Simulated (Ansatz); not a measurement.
BeC₂

Input

```
crystal:
  lattice:
    - [-1.2767218777, 1.2767218777, 6.6941998221]
    - [1.2767218777, -1.2767218777, 6.6941998221]
    - [1.2767218777, 1.2767218777, -6.6941998221]
  atoms:
    - { symbol: Be, position: [0.0, 0.0, 0.0] }
    - { symbol: Be, position: [0.75, 0.25, 0.5] }
    - { symbol: C, position: [0.1512602284, 0.1512602284, 0.0] }
    - { symbol: C, position: [0.9012602284, 0.4012602284, 0.5] }
    - { symbol: C, position: [0.5987397716, 0.0987397716, 0.5] }
    - { symbol: C, position: [0.8487397716, 0.8487397716, 0.0] }
basis:
  ecutwfc: 420
kpoints:
  mp_grid: { grid: [20, 20, 20] }
hamiltonian:
  xc: pbe
scf:
  occupations: { method: gaussian, width: 0.1 }
output:
  forces: true
  stress: true
  eigenvalues: true
  write_density: true
  write_potential: true
  elf: true
  volumetric_format: npy
relax:
  adjacent_minimum: "off"
  f_tol: 0.01
  max_steps: 80
  cell: { stress_tol: 0.05 }
```

Launched as:

```sh
ansatz run input.yaml --threads 1 --pin off --max-ram 2560MiB --backend cpu --events-out ev --progress --plain --runs-dir out
```

Below, planes, directions and counts refer to the conventional cell (a = 2.54 Å, b = 2.54 Å, c = 13.54 Å, α = 90.00°, β = 90.00°, γ = 90.00°).

The fields are those of the run's last geometry, not of the input's.

Space group I4₁/amd; started from the anatase_141 prototype, which need not be the ambient phase.

Method: DFT PBE, scalar-relativistic, plane waves, PAW in Ansatz.

What will maps of the valence pseudo-density and electron localisation function show?

Answer. Be–C (2.05 Å): ρ at the midpoint is about 0.44 e/Å³; the ELF peaks at about 0.55 in the valence shell of C, 0.6 Å from its nucleus, and is about 0.30 at the midpoint.

Metal or insulator at this level of theory?

Answer. It is gapless in this calculation (a metal or semimetal).

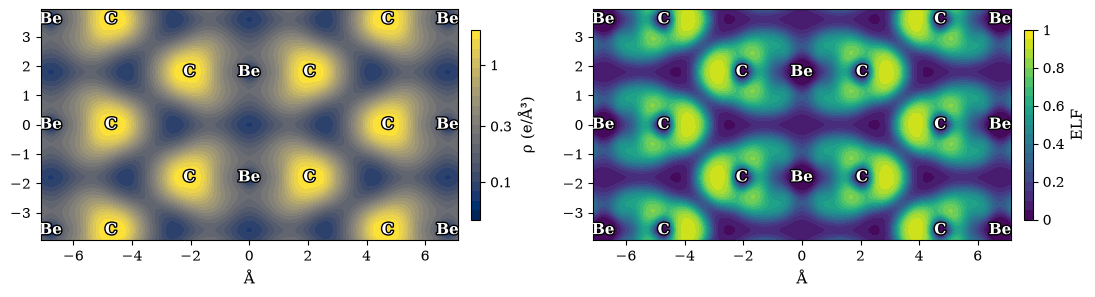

Computed valence pseudo-density and electron localisation function on the (110) plane of the conventional cell, in this order. Atoms just off the plane (Be, 0.9 Å away and C, 0.9 Å away) can leave unmarked features too.

The density is the valence pseudo-density of a PAW calculation; it isn't the true density close to the nuclei.
